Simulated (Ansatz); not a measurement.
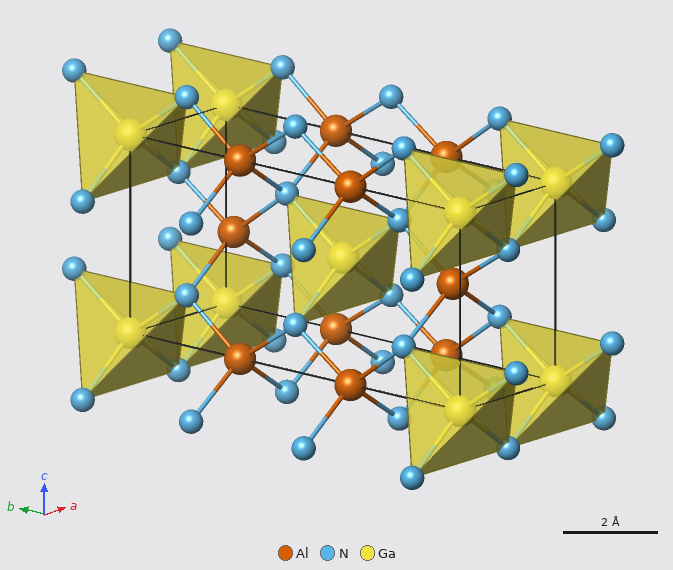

Polyhedral model, viewed from a general direction. The parallelepiped is the conventional unit cell. A few atoms beyond the faces are included.

Al$_{2}$GaN$_{3}$, space group Imm2 (No. 44), a = 3.12 Å, b = 9.36 Å, c = 4.41 Å, α = 90.00°, β = 90.00°, γ = 90.00°.

Electronic-structure method: DFT, r2SCAN, plane waves, PAW (Ansatz). Parameters: an energy cutoff of 500 eV, k-points about 0.31 Å⁻¹ apart, no spin polarisation.

> Classify it as metallic or gapped, with the value.

An insulator at this level, with a gap of 3.82 eV, direct.

> How large is ε∞?

ε∞ averages 4.6.

It goes back to a structure type filled with these elements by a generator (whether the compound takes this form wasn't checked). Earlier steps of the study, as a rule a relaxation of our own, may have changed the cell and positions, so they can lie some per cent off the listed ones. A calculation with Ansatz used it as input.
